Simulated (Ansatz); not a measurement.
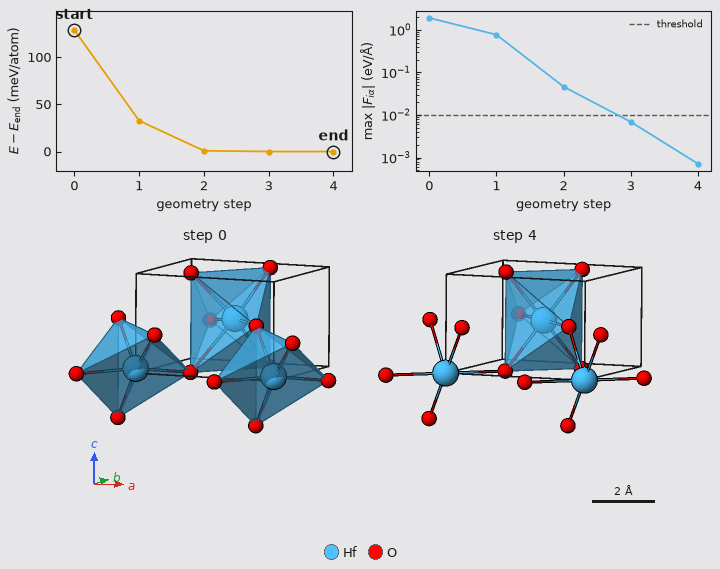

First and last geometry of a relaxation of solid HfO₂ (set up in P1), with the history of the run. A polyhedral model of the cell of the calculation, seen slightly off an axis.

Case: all atoms moved at random, sigma 0.1 Å for each component, cell strained at random, sigma 0.01; relaxed back.

Level of theory: Ansatz 0.2.0, DFT PBE, scalar-relativistic, plane waves, PAW.

The input:
```yaml
crystal:
  lattice:
    - [4.8583282187, -0.0295033482, -0.0336594781]
    - [-0.0295033482, 4.8449875023, 0.0369498625]
    - [-0.0223300024, 0.0245128732, 3.250975723]
  atoms:
    - { symbol: Hf, position: [-0.007407087, 0.0208132354, 0.0432500815] }
    - { symbol: Hf, position: [0.517443926, 0.500077587, 0.5169078202] }
    - { symbol: O, position: [0.2259210074, 0.7794986767, 0.4345157343] }
    - { symbol: O, position: [0.2746649124, 0.3100452055, -0.0164606461] }
    - { symbol: O, position: [0.6921095036, 0.6984107818, 0.012891997] }
    - { symbol: O, position: [0.7972677376, 0.1911545136, 0.5088950131] }
basis:
  ecutwfc: 420
kpoints:
  mp_grid: { grid: [6, 6, 8] }
hamiltonian:
  xc: pbe
scf:
  occupations: { method: gaussian, width: 0.05 }
output:
  forces: true
  stress: true
  eigenvalues: true
relax:
  adjacent_minimum: "off"
  f_tol: 0.01
  max_steps: 80
  cell: { stress_tol: 0.1 }
```

Command:
```bash
ansatz run input.yaml --threads 1 --pin off --max-ram 2560MiB --backend cpu --events-out ev --progress --plain --runs-dir out
```

What do the curves and the structures tell?

The run was cut off at its time limit before the program reported convergence, but its last step already meets the force threshold: the largest component is 0.00072 eV/Å against 0.01 eV/Å. The pressure is within 0.01 GPa of its target. The energy falls by 129 meV per atom in 4 geometry steps. Largest force component: 1.9 eV/Å at the start, 0.00072 eV/Å at the end. The pressure goes from 6.02 to 0.01 GPa. The largest move relative to the cell is that of O3, 0.29 Å along [−1 1 2]. Largest moves by element: O 0.29 Å, Hf 0.18 Å. The drawn cell changes as follows: a 4.859 → 4.880 Å (+0.4 %), b 4.845 → 4.878 Å (+0.7 %), c 3.251 → 3.238 Å (−0.4 %), α 89.1° → 90.0°, β 90.8° → 90.0°, γ 90.7° → 90.0°; the volume changes by +0.7 %. Some distances before and after: Hf1–O3 2.595 → 2.105 Å, Hf2–O4 2.283 → 2.104 Å, Hf1–O4 1.958 → 2.105 Å, Hf2–O3 1.984 → 2.106 Å. New bonds form: Hf1–O3 (2.59 → 2.10 Å). Among the angles between lasting bonds that change: Hf1–O3–Hf2 149.4° → 129.6°, O3–Hf1–O6 163.2° → 180.0°, O3–Hf1–O6 92.2° → 79.4°. The space group (tolerance 0.01 Å) goes from P1 (No. 1) to P4_2/mnm (No. 136).
